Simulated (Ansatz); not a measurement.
**LiNbO: density, localisation and related maps**

Input file:

```
crystal:
  lattice:
    - [2.9105994189, 0.0, 0.0]
    - [0.0, 2.9105994189, 0.0]
    - [0.0, 0.0, 4.1075108446]
  atoms:
    - { symbol: Li, position: [0.5, 0.5, 0.5] }
    - { symbol: Nb, position: [0.0, 0.0, 0.0] }
    - { symbol: O, position: [0.0, 0.0, 0.5] }
basis:
  ecutwfc: 420
kpoints:
  mp_grid: { grid: [16, 16, 12] }
hamiltonian:
  xc: pbe
scf:
  occupations: { method: gaussian, width: 0.1 }
output:
  forces: true
  stress: true
  eigenvalues: true
  write_density: true
  write_potential: true
  elf: true
  volumetric_format: npy
relax:
  adjacent_minimum: "off"
  f_tol: 0.01
  max_steps: 80
  cell: { stress_tol: 0.05 }
```

Command:

```sh
ansatz run input.yaml --threads 1 --pin off --max-ram 2560MiB --backend cpu --events-out ev --progress --plain --runs-dir out
```

Below, planes, directions and counts refer to the conventional cell (a = 2.92 Å, b = 2.92 Å, c = 4.10 Å, α = 90.00°, β = 90.00°, γ = 90.00°).

The fields are those of the run's last geometry, not of the input's.

Space group P4/mmm; a structure generated by program, which may or may not match a known phase.

Method: DFT PBE, scalar-relativistic, plane waves, PAW in Ansatz.

In a PAW calculation such maps are meaningful between the atoms, not at the nuclei.

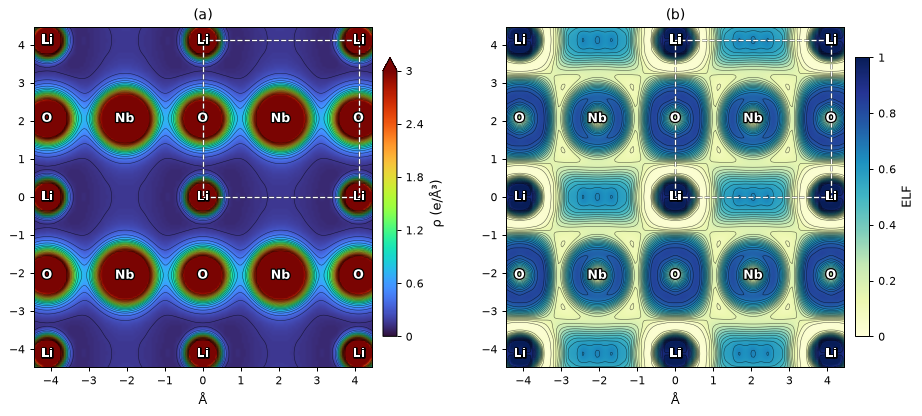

Figure 1. (a) valence electron density; (b) ELF on the (11̄0) plane of the conventional cell.

**Interpret the plot.**

The section cuts through Li, Nb and O sites. Nb–O (2.05 Å): ρ at the midpoint is about 0.73 e/Å³; the ELF peaks at about 0.85 in the valence shell of O, 0.6 Å from its nucleus, and drops to about 0.15 between the two atoms; no localised pair shows between them. Li–O (2.06 Å): ρ at the midpoint is about 0.28 e/Å³; the ELF peaks at about 0.80 in the valence shell of O, 0.6 Å from its nucleus, and is about 0.45 at the midpoint. Between the atoms the lowest density in this plane is 0.1 e/Å³. The features right at Li and Nb lie inside the PAW spheres, where the map follows smoothed inner orbitals and isn't to be read closely.

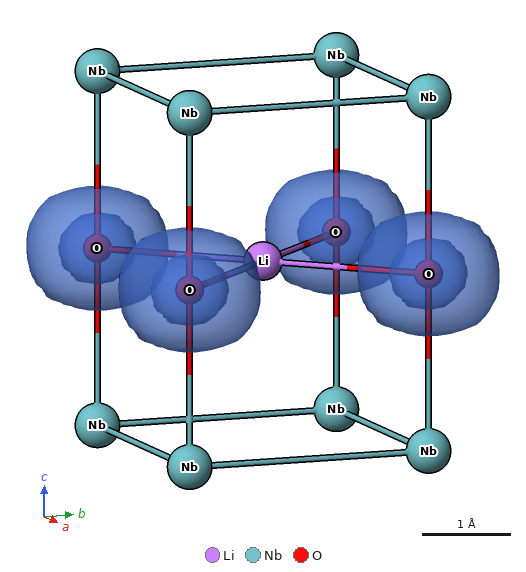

Figure 2. Isosurface of the ELF at 0.75 (blue), seen slightly off an axis. Only the valence region is drawn (cores and ρ < 0.01 e/Å³ removed). Sticks mark near contacts.

**Describe the localisation domains.**

The surface consists of one region wrapped around O (its valence shell), counted in one cell of 3 atoms. Regions shared between cells count once.

**Does the calculation make it a metal, or give it a gap?**

It is gapless in this calculation (a metal or semimetal); semilocal functionals without U, or without the true magnetic order, often close the gap of such compounds.
